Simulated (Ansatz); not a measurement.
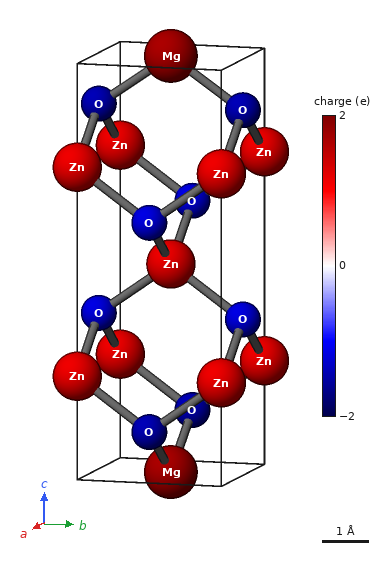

The crystal in a ball-and-stick representation, seen slightly off an axis. The wireframe shows the simulation cell. The atoms of this MgZn₃O₄ cell are coloured by their Bader charge.

Setup: DFT PBEsol, scalar-relativistic, plane waves, PAW in Ansatz 0.2.0; wavefunction cutoff 420 eV, an 8×8×4 k-point mesh, Gaussian smearing of 0.02 eV, no spin polarisation.

**What do the colours say about charge transfer?**

Most positive: Mg; most negative: O. Charges: about Mg +1.7 e; Zn +1.2 e; O -1.4 to -1.2 e. The transfer is large, as in an ionic solid.

Its origin is a structure type filled with these elements by a generator (whether the compound takes this form wasn't checked). Earlier steps of the study may have refined or changed the cell and positions. It was run through Ansatz as a DFT input.

At this level of theory the cell isn't at rest (stretched, at -5 GPa), so its distances can differ from those at equilibrium, the more so the softer the solid.
